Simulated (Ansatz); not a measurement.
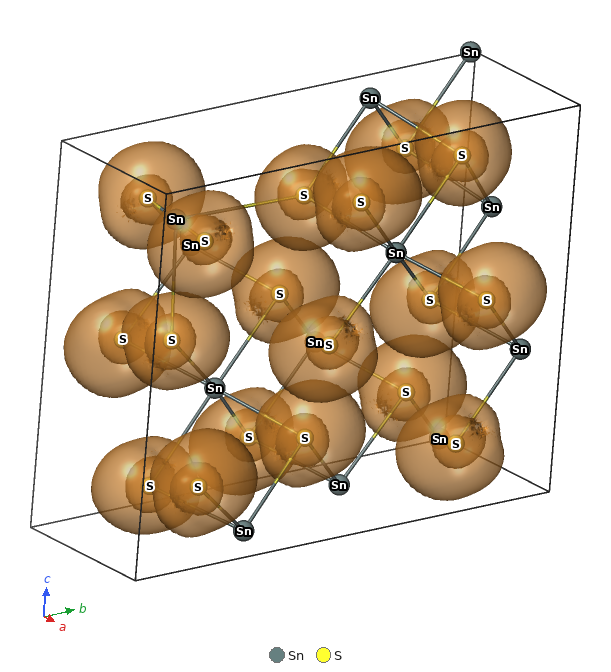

Sn$_{5}$S$_{9}$ (cell charge +3, with a compensating background) (cell with a defect). Isosurface of the ELF at 0.75 (orange), seen slightly off an axis. Core shells and regions of very low density are left out. Sticks mark near contacts.

Spin-polarised.

All numbers below come from DFT PBE, scalar-relativistic, plane waves, PAW (Ansatz).

Core electrons are frozen (PAW), and the valence fields are smoothed inside the atomic spheres.

Input

```
crystal:
  lattice:
    - [-5.5546873704, -3.2070002486, -6.8276761257]
    - [0.0, 6.4140004972, -6.8276761257]
    - [5.5546873704, -3.2070002486, -6.8276761257]
  atoms:
    - { symbol: Sn, position: [0.6804719593, -0.0120957661, 0.3284795921] }
    - { symbol: Sn, position: [0.6847071179, 0.3386222311, 0.00598736] }
    - { symbol: Sn, position: [0.3298443248, -0.01630514, 0.651110676] }
    - { symbol: Sn, position: [0.6804915089, 0.6612705651, 0.6552902182] }
    - { symbol: Sn, position: [0.3339456096, 0.3344124374, 0.3285503261] }
    - { symbol: Sn, position: [0.0070224333, -0.0121081387, 0.0018415067] }
    - { symbol: Sn, position: [0.334021833, 0.661209891, 0.0015903579] }
    - { symbol: Sn, position: [1.0072813176, 0.3346625461, 0.6554687924] }
    - { symbol: Sn, position: [1.007040279, 0.6612609524, 0.3283806404] }
    - { symbol: S, position: [0.4950670521, 0.1490719651, 0.1445163156] }
    - { symbol: S, position: [0.495165125, 0.4771882912, 0.8164397458] }
    - { symbol: S, position: [0.1520485977, 0.1482590622, 0.4735801581] }
    - { symbol: S, position: [0.4941725185, 0.806082381, 0.473402405] }
    - { symbol: S, position: [0.1546742664, 0.4775787938, 0.1449028507] }
    - { symbol: S, position: [0.8253572519, 0.1467086035, 0.8169974829], spin: 0.2 }
    - { symbol: S, position: [0.1520637321, 0.8061939076, 0.8153167608] }
    - { symbol: S, position: [0.8236324033, 0.4774504146, 0.4762552953] }
    - { symbol: S, position: [0.8234326875, 0.8086969409, 0.1447665301] }
    - { symbol: S, position: [0.1907821732, 0.844819152, 0.1809173488] }
    - { symbol: S, position: [0.1913502935, 0.1732287897, 0.840747666] }
    - { symbol: S, position: [0.8611818892, 0.8463062674, 0.5109958059], spin: 0.2 }
    - { symbol: S, position: [0.1908162398, 0.5139449872, 0.5120326464] }
    - { symbol: S, position: [0.862195863, 0.1742490883, 0.1838344524] }
    - { symbol: S, position: [0.5191337107, 0.8466029973, 0.8414136643], spin: 0.2 }
    - { symbol: S, position: [0.8621400778, 0.5165422933, 0.8417603218] }
    - { symbol: S, position: [0.5176445672, 0.1702001778, 0.5119505567], spin: 0.2 }
    - { symbol: S, position: [0.5202676688, 0.5162838842, 0.1835915704] }
    - { symbol: Sn, position: [0.5049401621, 0.1631614946, 0.8277026555], spin: 0.2 }
  host:
    lattice:
      - [3.7031249136, 0.0, 0.0]
      - [-1.8515624568, 3.2070002486, 0.0]
      - [0.0, 0.0, 6.8276761257]
    atoms:
      - { symbol: Sn, position: [0.0, 0.0, 0.0] }
      - { symbol: S, position: [0.3333333333, 0.6666666667, 0.2164499894] }
      - { symbol: S, position: [0.6666666667, 0.3333333333, 0.7835500106] }
total_charge: 3
basis:
  ecutwfc: 420
  xc_grid: 2
kpoints:
  mp_grid: { grid: [2, 2, 2], shift: [0.5, 0.5, 0.5] }
hamiltonian:
  xc: pbe
scf:
  occupations: { method: gaussian, width: 0.01 }
output:
  forces: true
  stress: false
  eigenvalues: true
  populations: true
  charged_corrections:
    defect_position: [0.70535714, 0.01785714, 0.70535714]
    epsilon: [[16.679, 0.0, 0.0], [0.0, 16.679, 0.0], [0.0, 0.0, 3.6595]]
  write_density: true
  write_potential: true
  elf: true
  volumetric_format: npy
magnetization:
  spin_polarized: true
relax:
  adjacent_minimum: "off"
  f_tol: 0.025
  max_steps: 45
```

Launched as:

```sh
ansatz run input.yaml --threads 4 --pin off --max-ram 10240MiB --backend cpu --events-out ev --progress --plain --runs-dir out
```

The fields are those of the run's last geometry, not of the input's.

**Where are the electrons localised?**

The ELF exceeds this value in 18 regions wrapped around S (the valence shell of each), counted in one cell of 28 atoms. Regions shared between cells count once. Profiles from the grid: Sn–S (2.55 Å): the ELF peaks at about 0.85 in the valence shell of S, 0.8 Å from its nucleus, and is about 0.55 at the midpoint. Sn–S (2.60 Å): the ELF peaks at about 0.90 in the valence shell of S, 0.8 Å from its nucleus, and is about 0.55 at the midpoint.
